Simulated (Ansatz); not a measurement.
**Geometry relaxation of C₄H₂Si₃ (part 1 of 2)**

The run: geometry relaxation of C₄H₂Si₃ (slab, 18 atoms in the cell). Method and program: DFT PBEsol, scalar-relativistic, plane waves, PAW, no spin polarisation (Ansatz 0.2.0).

The structure derives from an entry of the Crystallography Open Database. The input holds or restrains some coordinates.

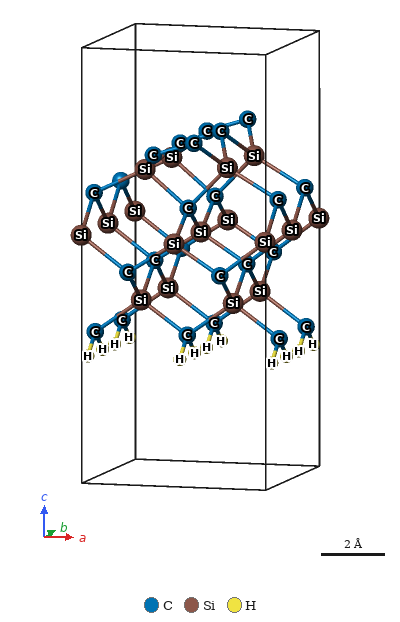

The structure as given in the input (ball-and-stick view of the 1 × 2 repeat of the cell, with the vacuum cut short, seen slightly off an axis).

## The input
```yaml
crystal:
  lattice:
    - [6.1612406585, 0.0, 0.0]
    - [0.0, 3.0806203293, 0.0]
    - [0.0, 0.0, 20.0373883794]
  atoms:
    - { symbol: C, position: [0.5, 0.5, 0.2321862369] }
    - { symbol: C, position: [0.0, 0.5, 0.2321862369] }
    - { symbol: Si, position: [0.25, 0.5, 0.2865428098] }
    - { symbol: Si, position: [0.75, 0.5, 0.2865428098] }
    - { symbol: C, position: [0.75, 0.0, 0.3408993827] }
    - { symbol: C, position: [0.25, 0.0, 0.3408993827] }
    - { symbol: Si, position: [0.5013687101, 0.0, 0.3896340918] }
    - { symbol: Si, position: [-0.0035262474, 0.0, 0.3980984486] }
    - { symbol: C, position: [-0.0064194117, 0.5, 0.4571993796] }
    - { symbol: C, position: [0.505047639, 0.5, 0.4376242025] }
    - { symbol: Si, position: [0.7182685621, 0.5, 0.5058420464] }
    - { symbol: Si, position: [0.2705212996, 0.5, 0.497963944] }
    - { symbol: C, position: [0.3887884945, 0.0, 0.5322227582] }
    - { symbol: C, position: [0.6093589789, 0.0, 0.5537325474] }
    - { symbol: H, position: [0.5, 0.2248963861, 0.1983620084] }
    - { symbol: H, position: [0.5, 0.7751036139, 0.1983620084] }
    - { symbol: H, position: [0.0, 0.7747262802, 0.1982371399] }
    - { symbol: H, position: [0.0, 0.2252737198, 0.1982371399] }
basis:
  ecutwfc: 420
kpoints:
  mp_grid: { grid: [4, 8, 1] }
hamiltonian:
  xc: pbesol
scf:
  occupations: { method: gaussian, width: 0.05 }
output:
  forces: true
  eigenvalues: true
relax:
  adjacent_minimum: "off"
  f_tol: 0.03
  max_steps: 30
  constraints:
    - { sites: [0, 1, 2, 3, 4, 5, 14, 15, 16, 17] }
    - { sites: [12, 13], fix: z }
efield:
  axis: 3
  dipole_correction: true
  ramp_width: 0.04
```

Machine: 4 threads of Arm Neoverse V2, 24 GiB of memory available, shared host.

Launched with:
```bash
ansatz run input.yaml --threads 4 --pin off --max-ram 12288MiB --backend cpu --events-out ev --progress --plain --runs-dir out
```

## Log
```
Engine: ansatz 0.2.0, aarch64-unknown-linux-gnu
Pseudopotentials: kind: paw
Pseudopotential: C, paw, valence charge 4, recommended cutoff 420 eV (normal), C.paw.azcp
Pseudopotential: Si, paw, valence charge 4, recommended cutoff 420 eV (normal), Si.paw.azcp
Pseudopotential: H, paw, valence charge 1, recommended cutoff 420 eV (normal), H.paw.azcp
Functional definition: PBEsol
  exchange = pbesol_x
  correlation = pbesol_c
Crystal: 18 atoms, lattice volume = 380.319 Å³
Basis set: ecut = 420 eV, 7437 PW (Γ), exchange–correlation on 90×48×270 points (8 copies of the dense FFT grid, shifted against one another)
Bands: 48, of which v1, the nominal top of the filled ones, is band 30 counted from 1 (29 counted from 0)
Symmetry: 2 space group operations
Space group: Pm (ITA 6), of the structure as read, at distance tolerance 7.2e-5 Å
k-points: 15 of 32 (time reversal used)
Non-local potential: C, projectors of the file, l = 0: 2, l = 1: 2, l = 2: 1
Non-local potential: Si, projectors of the file, l = 0: 2, l = 1: 2, l = 2: 2
Non-local potential: H, projectors of the file, l = 0: 2, l = 1: 1
PAW form: soft (Blöchl's): semilocal exchange-correlation on the pseudo side does not see the compensation charge
PAW frozen core: C, regenerated for the run's functional, and the local potential with it (the file was generated under x = pbe(κ = 0.804, μ = 0.2195149727645171), c = pbe(β = 0.06672455060314922))
PAW frozen core: Si, regenerated for the run's functional, and the local potential with it (the file was generated under x = pbe(κ = 0.804, μ = 0.2195149727645171), c = pbe(β = 0.06672455060314922))
PAW one-centre angular grid: C, 110 points (default); XC on 64 Gauss nodes
PAW one-centre angular grid: Si, 110 points (default); XC on 64 Gauss nodes
PAW one-centre angular grid: H, 110 points (default); XC on 64 Gauss nodes
Initial density: superposition of atomic densities (neutral atoms: chi_scale 0, normalization atom), corrected by the library's trained network
Initial wavefunctions: pseudopotential atomic-orbital guess
Functional: x = pbesol(κ = 0.804, μ = 0.12345679012345678), c = pbesol(β = 0.046)
SCF iter   1: F=—  HF=-5763.524919 eV  |F-HF|=—  |Δ(HF+E_count)|=         —  Δρ=5.89e-3  dr2=2.91e-1  ethr=1.77e-3  p=-0.253 e·Å  D=-1.20e-1 V/Å  ΔV_dip=2.41 eV  dr2_dipole=8.05e-2  V_vac-E_F(+/−)=4.97/2.56 eV  ⟨swp⟩=8.9  Hψ=4443  notcnv=0  defer=97
efield: sawtooth ramp at fractional position 0.8560 (placed from the atoms, in the widest stretch of the axis that holds none; the zero of the levels goes with the place), width 0.0400; the density the first Hamiltonian is built on has a dipole p = -0.253 e·Å; the dipole correction subtracts the counter field D = -1.20e-1 V/Å, which shifts the + side's vacuum level by +2.41 eV against the − side's; the planar-averaged density in the ramp window peaks in size at 1.1e-4 e/Å³
preconditioner: auto → LDOS  [metal: Δε(μ)=0.043 eV  Ē_g=11.737 eV  σ=0.050 eV  W_gap=0.46  n_scr=34 (ndim 8)  ℏωp=14.7 eV  f_vac=0.523  D(μ)=2.41/eV (n_scr^D=12)  β→1.0]
SCF iter   2: F=—  HF=-5763.594622 eV  |F-HF|=—  |Δ(HF+E_count)|=   6.97e-2  Δρ=7.33e-3  dr2=5.64e-1  ethr=4.85e-4  p=-0.096 e·Å  D=-4.56e-2 V/Å  ΔV_dip=0.91 eV  dr2_dipole=5.20e-2  V_vac-E_F(+/−)=4.95/4.04 eV  ⟨swp⟩=3.8  Hψ=1456  notcnv=0  defer=180
SCF iter   3: F=—  HF=-5763.470927 eV  |F-HF|=—  |Δ(HF+E_count)|=   1.24e-1  Δρ=1.95e-3  dr2=3.14e-2  ethr=4.85e-4  p=-0.178 e·Å  D=-8.46e-2 V/Å  ΔV_dip=1.70 eV  dr2_dipole=8.55e-5  V_vac-E_F(+/−)=4.95/3.25 eV  ⟨swp⟩=3.5  Hψ=1198  notcnv=0  defer=171
SCF iter   4: F=—  HF=-5763.466492 eV  |F-HF|=—  |Δ(HF+E_count)|=   4.44e-3  Δρ=8.70e-4  dr2=7.25e-3  ethr=5.23e-5  p=-0.183 e·Å  D=-8.69e-2 V/Å  ΔV_dip=1.74 eV  dr2_dipole=1.36e-4  V_vac-E_F(+/−)=4.94/3.20 eV  ⟨swp⟩=2.5  Hψ=1178  notcnv=0  defer=175
SCF iter   5: F=—  HF=-5763.465260 eV  |F-HF|=—  |Δ(HF+E_count)|=   1.23e-3  Δρ=3.65e-4  dr2=7.59e-4  ethr=1.21e-5  p=-0.185 e·Å  D=-8.81e-2 V/Å  ΔV_dip=1.77 eV  dr2_dipole=5.53e-5  V_vac-E_F(+/−)=4.93/3.16 eV  ⟨swp⟩=2.0  Hψ=1005  notcnv=0  defer=175
SCF iter   6: F=—  HF=-5763.465217 eV  |F-HF|=—  |Δ(HF+E_count)|=   4.31e-5  Δρ=1.45e-4  dr2=1.40e-4  ethr=1.27e-6  p=-0.181 e·Å  D=-8.60e-2 V/Å  ΔV_dip=1.72 eV  dr2_dipole=5.51e-6  V_vac-E_F(+/−)=4.92/3.20 eV  ⟨swp⟩=2.0  Hψ=981  notcnv=0  defer=175
SCF iter   7: F=-5763.465198 eV  HF=-5763.465204 eV  |F-HF|=6.30e-6  |Δ(HF+E_count)|=   1.27e-5  Δρ=5.57e-5  dr2=1.69e-5  ethr=3.75e-8  p=-0.182 e·Å  D=-8.64e-2 V/Å  ΔV_dip=1.73 eV  dr2_dipole=1.11e-7  V_vac-E_F(+/−)=4.92/3.19 eV  ⟨swp⟩=21.3  Hψ=6159  notcnv=0
SCF 1 converged in 7 iterations: F = -5763.465198 eV  dr2 = 1.69e-5
  greatest PAW one-centre occupation: 0.672 electrons in one spin orbital (limit 2), on the C atom at site 12 (counted from 0), in its partial waves of l = 0
relax step   1: F+E_penalty+E_count = -5763.46519803 eV  Δ(F+E_penalty+E_count) = +0.000e0 eV  max|allowed force component| = 9.926e-1 eV/Å  Δτ_max = 0.0000 Å  (7 SCF iters, dr2 threshold 2.25e-5 eV, accepted)
Initial density: handed on by an earlier stage of this run
Initial wavefunctions: those handed on with the density
iter 1 solved again at ethr=3.73e-5 eV; its pass at ethr=3.10e-3 eV (dr2=2.24e-2 eV) is discarded
SCF iter   1: F=—  HF=-5763.516351 eV  |F-HF|=—  |Δ(HF+E_count)|=         —  Δρ=2.25e-3  dr2=2.22e-2  ethr=3.73e-5  p=-0.182 e·Å  D=-8.64e-2 V/Å  ΔV_dip=1.73 eV  dr2_dipole=6.91e-6  V_vac-E_F(+/−)=5.00/3.26 eV  ⟨swp⟩=2.2  Hψ=2219  notcnv=0  defer=173
efield: sawtooth ramp at fractional position 0.8560 (handed on by an earlier solve), width 0.0400; the density the first Hamiltonian is built on has a dipole p = -0.182 e·Å; the dipole correction subtracts the counter field D = -8.64e-2 V/Å, which shifts the + side's vacuum level by +1.73 eV against the − side's; the planar-averaged density in the ramp window peaks in size at 3.7e-6 e/Å³
preconditioner: auto → LDOS  [insulator: Δε(μ)=0.102 eV  Ē_g=11.802 eV  σ=0.050 eV  W_gap=0.84  n_scr=34 (ndim 8)  ℏωp=14.7 eV  f_vac=0.527  D(μ)=0.70/eV (n_scr^D=2)  ε∞_Penn≈2.6  β→1.0]
SCF iter   2: F=—  HF=-5763.517205 eV  |F-HF|=—  |Δ(HF+E_count)|=   8.54e-4  Δρ=1.53e-3  dr2=2.59e-2  ethr=3.70e-5  p=-0.160 e·Å  D=-7.63e-2 V/Å  ΔV_dip=1.53 eV  dr2_dipole=1.66e-4  V_vac-E_F(+/−)=4.81/3.28 eV  ⟨swp⟩=2.3  Hψ=1100  notcnv=0  defer=173
SCF iter   3: F=—  HF=-5763.512370 eV  |F-HF|=—  |Δ(HF+E_count)|=   4.84e-3  Δρ=7.04e-4  dr2=8.84e-3  ethr=3.70e-5  p=-0.183 e·Å  D=-8.69e-2 V/Å  ΔV_dip=1.74 eV  dr2_dipole=1.10e-3  V_vac-E_F(+/−)=4.87/3.13 eV  ⟨swp⟩=2.3  Hψ=1089  notcnv=0  defer=173
SCF iter   4: F=—  HF=-5763.510496 eV  |F-HF|=—  |Δ(HF+E_count)|=   1.87e-3  Δρ=2.24e-4  dr2=7.94e-4  ethr=1.47e-5  p=-0.166 e·Å  D=-7.91e-2 V/Å  ΔV_dip=1.58 eV  dr2_dipole=2.21e-4  V_vac-E_F(+/−)=4.88/3.29 eV  ⟨swp⟩=2.1  Hψ=944  notcnv=0  defer=173
SCF iter   5: F=—  HF=-5763.510311 eV  |F-HF|=—  |Δ(HF+E_count)|=   1.85e-4  Δρ=8.80e-5  dr2=3.63e-5  ethr=1.32e-6  p=-0.171 e·Å  D=-8.12e-2 V/Å  ΔV_dip=1.63 eV  dr2_dipole=2.18e-7  V_vac-E_F(+/−)=4.88/3.25 eV  ⟨swp⟩=2.2  Hψ=1049  notcnv=0  defer=173
SCF iter   6: F=-5763.510307 eV  HF=-5763.510307 eV  |F-HF|=1.90e-7  |Δ(HF+E_count)|=   4.02e-6  Δρ=3.73e-5  dr2=5.02e-6  ethr=6.06e-8  p=-0.171 e·Å  D=-8.12e-2 V/Å  ΔV_dip=1.63 eV  dr2_dipole=7.87e-7  V_vac-E_F(+/−)=4.87/3.25 eV  ⟨swp⟩=18.0  Hψ=4903  notcnv=0
SCF 2 converged in 6 iterations: F = -5763.510307 eV  dr2 = 5.02e-6
  greatest PAW one-centre occupation: 0.674 electrons in one spin orbital (limit 2), on the C atom at site 12 (counted from 0), in its partial waves of l = 0
relax step   2: F+E_penalty+E_count = -5763.51030728 eV  Δ(F+E_penalty+E_count) = -4.511e-2 eV  max|allowed force component| = 5.054e-1 eV/Å  Δτ_max = 0.0447 Å  (6 SCF iters, dr2 threshold 6.16e-5 eV, accepted)
SCF iter   1: F=—  HF=-5763.527182 eV  |F-HF|=—  |Δ(HF+E_count)|=         —  Δρ=1.96e-3  dr2=1.66e-2  ethr=2.23e-4  p=-0.171 e·Å  D=-8.12e-2 V/Å  ΔV_dip=1.63 eV  dr2_dipole=1.75e-5  V_vac-E_F(+/−)=4.95/3.33 eV  ⟨swp⟩=3.0  Hψ=1601  notcnv=0  defer=173
efield: sawtooth ramp at fractional position 0.8560 (handed on by an earlier solve), width 0.0400; the density the first Hamiltonian is built on has a dipole p = -0.171 e·Å; the dipole correction subtracts the counter field D = -8.12e-2 V/Å, which shifts the + side's vacuum level by +1.63 eV against the − side's; the planar-averaged density in the ramp window peaks in size at 3.5e-6 e/Å³
preconditioner: auto → LDOS  [insulator: Δε(μ)=0.053 eV  Ē_g=11.794 eV  σ=0.050 eV  W_gap=0.54  n_scr=34 (ndim 8)  ℏωp=14.7 eV  f_vac=0.527  D(μ)=1.18/eV (n_scr^D=4)  ε∞_Penn≈2.6  β→1.0]
SCF iter   2: F=—  HF=-5763.525249 eV  |F-HF|=—  |Δ(HF+E_count)|=   1.93e-3  Δρ=1.11e-3  dr2=9.46e-3  ethr=2.76e-5  p=-0.155 e·Å  D=-7.35e-2 V/Å  ΔV_dip=1.47 eV  dr2_dipole=1.99e-5  V_vac-E_F(+/−)=4.83/3.36 eV  ⟨swp⟩=2.0  Hψ=1368  notcnv=0  defer=177
SCF iter   3: F=—  HF=-5763.523859 eV  |F-HF|=—  |Δ(HF+E_count)|=   1.39e-3  Δρ=4.71e-4  dr2=3.67e-3  ethr=1.58e-5  p=-0.168 e·Å  D=-7.99e-2 V/Å  ΔV_dip=1.60 eV  dr2_dipole=3.00e-4  V_vac-E_F(+/−)=4.86/3.26 eV  ⟨swp⟩=2.0  Hψ=998  notcnv=0  defer=177
SCF iter   4: F=—  HF=-5763.523124 eV  |F-HF|=—  |Δ(HF+E_count)|=   7.35e-4  Δρ=1.56e-4  dr2=1.68e-4  ethr=6.12e-6  p=-0.160 e·Å  D=-7.59e-2 V/Å  ΔV_dip=1.52 eV  dr2_dipole=2.61e-5  V_vac-E_F(+/−)=4.87/3.34 eV  ⟨swp⟩=2.1  Hψ=855  notcnv=0  defer=173
SCF iter   5: F=-5763.523088 eV  HF=-5763.523092 eV  |F-HF|=4.12e-6  |Δ(HF+E_count)|=   3.21e-5  Δρ=5.87e-5  dr2=1.49e-5  ethr=2.66e-8  p=-0.161 e·Å  D=-7.66e-2 V/Å  ΔV_dip=1.53 eV  dr2_dipole=2.98e-7  V_vac-E_F(+/−)=4.86/3.33 eV  ⟨swp⟩=16.9  Hψ=5431  notcnv=0
SCF 3 converged in 5 iterations: F = -5763.523088 eV  dr2 = 1.49e-5
  greatest PAW one-centre occupation: 0.675 electrons in one spin orbital (limit 2), on the C atom at site 12 (counted from 0), in its partial waves of l = 0
relax step   3: F+E_penalty+E_count = -5763.52308814 eV  Δ(F+E_penalty+E_count) = -1.278e-2 eV  max|allowed force component| = 8.127e-2 eV/Å  Δτ_max = 0.0377 Å  (5 SCF iters, dr2 threshold 1.60e-5 eV, accepted)
SCF iter   1: F=—  HF=-5763.523572 eV  |F-HF|=—  |Δ(HF+E_count)|=         —  Δρ=3.94e-4  dr2=4.84e-4  ethr=1.42e-5  p=-0.161 e·Å  D=-7.66e-2 V/Å  ΔV_dip=1.53 eV  dr2_dipole=8.01e-6  V_vac-E_F(+/−)=4.86/3.33 eV  ⟨swp⟩=2.0  Hψ=1487  notcnv=0  defer=168
efield: sawtooth ramp at fractional position 0.8560 (handed on by an earlier solve), width 0.0400; the density the first Hamiltonian is built on has a dipole p = -0.161 e·Å; the dipole correction subtracts the counter field D = -7.66e-2 V/Å, which shifts the + side's vacuum level by +1.53 eV against the − side's; the planar-averaged density in the ramp window peaks in size at 3.6e-6 e/Å³
preconditioner: auto → LDOS  [insulator: Δε(μ)=0.083 eV  Ē_g=11.786 eV  σ=0.050 eV  W_gap=0.76  n_scr=34 (ndim 8)  ℏωp=14.7 eV  f_vac=0.527  D(μ)=0.95/eV (n_scr^D=4)  ε∞_Penn≈2.6  β→1.0]
SCF iter   2: F=—  HF=-5763.523507 eV  |F-HF|=—  |Δ(HF+E_count)|=   6.42e-5  Δρ=1.80e-4  dr2=2.79e-4  ethr=8.07e-7  p=-0.160 e·Å  D=-7.63e-2 V/Å  ΔV_dip=1.53 eV  dr2_dipole=3.40e-5  V_vac-E_F(+/−)=4.88/3.35 eV  ⟨swp⟩=2.0  Hψ=1284  notcnv=0  defer=172
SCF iter   3: F=—  HF=-5763.523441 eV  |F-HF|=—  |Δ(HF+E_count)|=   6.61e-5  Δρ=5.07e-5  dr2=3.71e-5  ethr=4.65e-7  p=-0.162 e·Å  D=-7.72e-2 V/Å  ΔV_dip=1.55 eV  dr2_dipole=1.26e-5  V_vac-E_F(+/−)=4.87/3.33 eV  ⟨swp⟩=2.0  Hψ=889  notcnv=0  defer=172
SCF iter   4: F=—  HF=-5763.523481 eV  |F-HF|=—  |Δ(HF+E_count)|=   4.01e-5  Δρ=2.00e-5  dr2=4.52e-6  ethr=6.19e-8  p=-0.161 e·Å  D=-7.66e-2 V/Å  ΔV_dip=1.54 eV  dr2_dipole=8.25e-7  V_vac-E_F(+/−)=4.87/3.34 eV  ⟨swp⟩=2.7  Hψ=1126  notcnv=0  defer=172
SCF iter   5: F=—  HF=-5763.523481 eV  |F-HF|=—  |Δ(HF+E_count)|=   7.68e-7  Δρ=7.58e-6  dr2=5.12e-7  ethr=7.54e-9  p=-0.161 e·Å  D=-7.68e-2 V/Å  ΔV_dip=1.54 eV  dr2_dipole=3.88e-8  V_vac-E_F(+/−)=4.87/3.33 eV  ⟨swp⟩=2.2  Hψ=867  notcnv=0  defer=172
SCF iter   6: F=-5763.523481 eV  HF=-5763.523481 eV  |F-HF|=1.15e-7  |Δ(HF+E_count)|=   2.36e-8  Δρ=3.17e-6  dr2=2.92e-8  ethr=1.67e-10  p=-0.161 e·Å  D=-7.68e-2 V/Å  ΔV_dip=1.54 eV  dr2_dipole=8.52e-10  V_vac-E_F(+/−)=4.87/3.33 eV  ⟨swp⟩=14.4  Hψ=4248  notcnv=0
SCF 4 converged in 6 iterations: F = -5763.523481 eV  dr2 = 2.92e-8
relax step   4: F+E_penalty+E_count = -5763.52348077 eV  Δ(F+E_penalty+E_count) = -3.926e-4 eV  max|allowed force component| = 1.415e-2 eV/Å  Δτ_max = 0.0063 Å  (6 SCF iters, accepted)
```

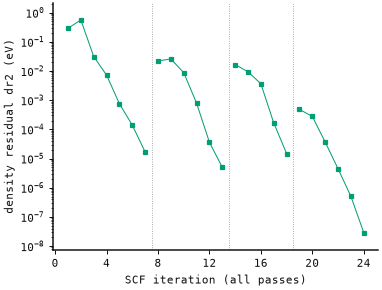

Convergence of the self-consistent field: density residual dr2 against the SCF iteration. The dotted lines part the SCF passes of the relaxation: geometry steps, rejected trials and re-solves on a re-selected basis. The passes take 7, 6, 5 and 6 iterations.

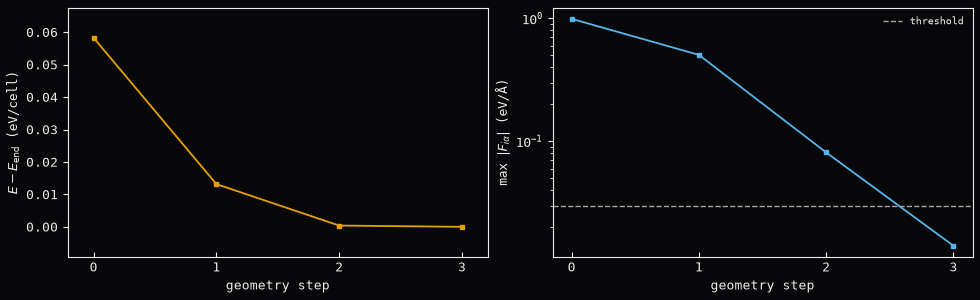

Progress of the restrained relaxation, step by step (the first geometry is step 0 here and step 1 in the log).
